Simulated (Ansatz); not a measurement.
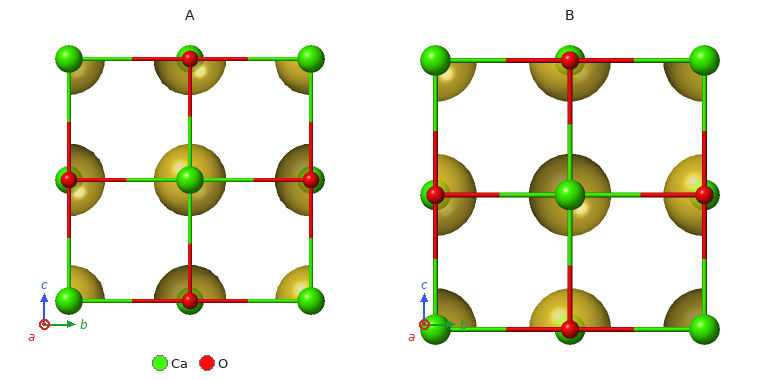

CaO: densities of the states in two energy windows, as isosurfaces (each at a level of its own) in the conventional cell.

Space group Fm-3m.

Method: DFT r2SCAN, scalar-relativistic, plane waves, PAW (Ansatz 0.2.0).

Core electrons are frozen (PAW), so the fields are smoothed inside the atomic spheres.

Match the panels to the energy ranges (zero at the valence-band maximum): −20.2 to −18.9 eV and −16.5 to −15.2 eV.

Panel A: −16.5 to −15.2 eV, a separate group of bands (semicore or deep states), mainly O 2s (85 %) and Ca 3p (10 %).
Panel B: −20.2 to −18.9 eV, a separate group of bands (semicore or deep states), mainly Ca 3p (95 %).
The characters are Löwdin shares on a minimal set of atomic orbitals.

The run took 2.9 s on 1 thread of Arm Neoverse V2 (shared host), peak memory 0.34 GiB.
